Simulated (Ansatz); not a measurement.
TiB₂

Space group P6/mmm.

Input

```
crystal:
  lattice:
    - [3.0292, 0.0, 0.0]
    - [-1.5146, 2.6233641531, 0.0]
    - [0.0, 0.0, 3.2284]
  atoms:
    - { symbol: Ti, position: [0.0, 0.0, 0.0] }
    - { symbol: B, position: [0.3333333333, 0.6666666667, 0.5] }
    - { symbol: B, position: [0.6666666667, 0.3333333333, 0.5] }
basis:
  ecutwfc: 420
  fft_grid_basis: typed
kpoints:
  mp_grid: { grid: [12, 12, 10] }
hamiltonian:
  xc: pbe
  pseudopotentials: { kind: paw }
scf:
  occupations: { method: gaussian, width: 0.05 }
output:
  forces: true
  stress: true
  eigenvalues: true
  bader: true
  write_density: true
  volumetric_format: npy
  elf: true
```

Run with:

```sh
ansatz run input.yaml --threads 1 --pin off --max-ram 2560MiB --backend cpu --events-out ev --progress --plain --runs-dir out
```

The picture shows the conventional cell (a = 3.03 Å, b = 3.03 Å, c = 3.23 Å, α = 90.00°, β = 90.00°, γ = 120.00°).

Computed with DFT PBE, scalar-relativistic, plane waves, PAW in Ansatz 0.2.0.

**How does the converged density differ from a superposition of free atoms?**

B–B (1.75 Å): Δρ is +0.16 e/Å³ at the midpoint, where it peaks: a build-up of bond charge.
B–Ti (2.38 Å): Δρ is −0.005 e/Å³ at the midpoint (close to a masked core, so read it with care).
Ti–Ti (3.03 Å): Δρ is −0.011 e/Å³ at the midpoint.
Over the whole cell, outside the masked cores, the largest gain, 0.16 e/Å³, lies 0.9 Å from a boron nucleus, and the largest loss, 0.07 e/Å³, lies 1.1 Å from a titanium nucleus.
In all about 0.13 e an atom is rearranged against the free atoms.
Bader charges: Ti +1.45 and B −0.73 e. Among metals such charges hang on how the charge between the atoms is shared out.

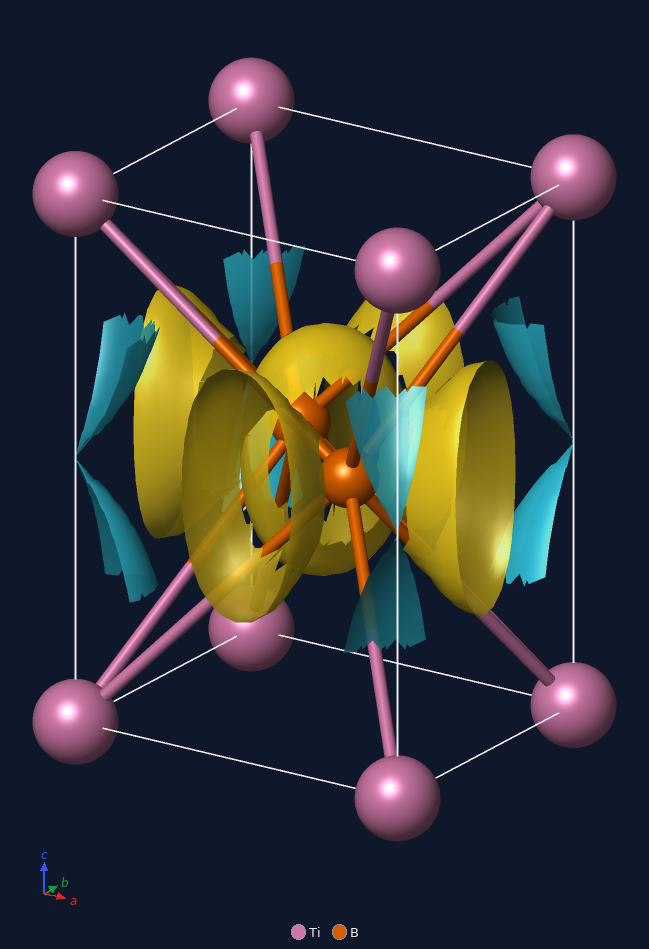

Computed deformation density: yellow surfaces at +0.05 and cyan ones at −0.05 e/Å³, in the conventional cell seen slightly off an axis (the regions close to the nuclei are left out).

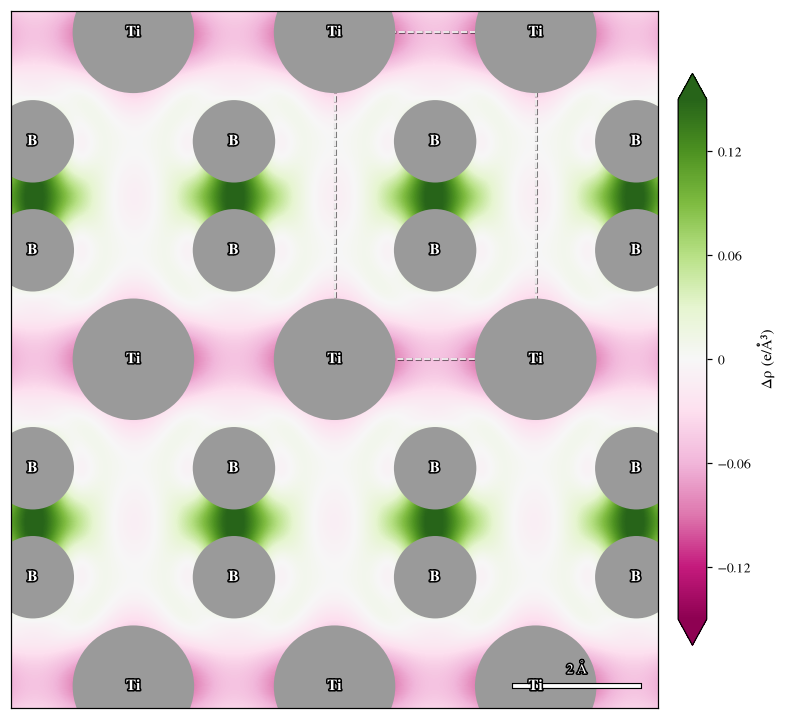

Computed deformation density: a map on the (110) plane of the conventional cell, with grey discs over the atomic cores.

Cores are masked to 1.0 Å (Ti) and 0.7 Å (B).

In a PAW calculation such maps are meaningful between the atoms, not at the nuclei.

Run time: 32 s on 1 thread of Arm Neoverse N1, on a shared host, peak memory 0.32 GiB.
